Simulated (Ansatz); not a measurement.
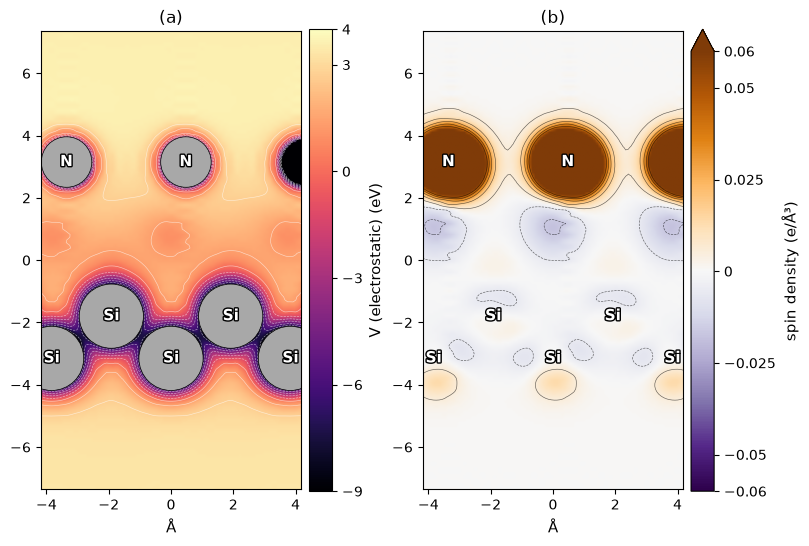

The picture shows: Si$_{4}$N (slab). (a) electrostatic potential (local pseudopotential plus Hartree) felt by an electron; (b) spin density (up minus down) on the (100) plane of the calculation cell, a cut from vacuum to vacuum. Grey discs cover the atomic cores in the potential map.

A point of a scan over the structure, not its minimum; not relaxed (largest force 1.3 eV/Å); PAW files of the earlier set (soft_1); spin-polarised.

Theory: Ansatz 0.2.0, DFT PBE+D3(BJ), scalar-relativistic, plane waves, PAW.

The density is the valence pseudo-density of a PAW calculation; it isn't the true density close to the nuclei.

**Describe what can be read from this map.**

- The plane passes through Si and N nuclei.
- The spin density sits on N: +2.3 μB in one cell of 5 atoms, with smaller moments on other sites: Si (up to −0.16 μB): a single local moment. The cell of the calculation (5 atoms) carries 1.9 μB of net spin moment.
- Outside the cores the potential energy rises away from the atoms and is highest in the vacuum; its zero is arbitrary.

**Does the calculation make it a metal, or give it a gap?**

It is gapless in this calculation (a metal or semimetal).
